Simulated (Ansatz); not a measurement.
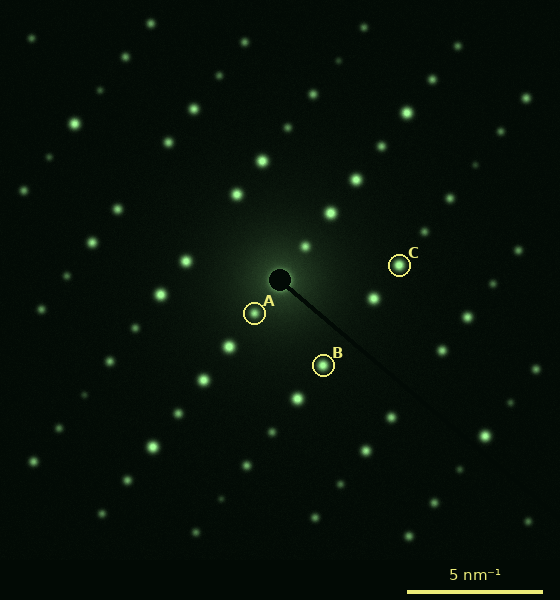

Computed electron diffraction pattern, 100 kV, single scattering only, B = 0.8 Å². The zone axis points towards the electron source and the pattern is seen from the source side.

The sample is Hf, space group P6_422 (No. 181), a = 7.400 Å, c = 3.128 Å (hexagonal axes). Structure: the geometry relaxed with DFT PBE, scalar-relativistic, plane waves, PAW in Ansatz; the starting structure was generated, so it need not be a known form of this composition.

Spot A is indexed 0 -1 0 and spot B 0 -1 -1.

**What are the indices of the remaining marked spot?**

C = −3A + B = 0 2 -1 (d = 2.238 Å).

**Give [uvw].**

The cross product of A and B is parallel to [100]; every spot obeys hu + kv + lw = 0.

**What are the spacings of A and B and the angle between them?**

d(A) = 6.409 Å, d(B) = 2.811 Å, and the angle is 64.0°.
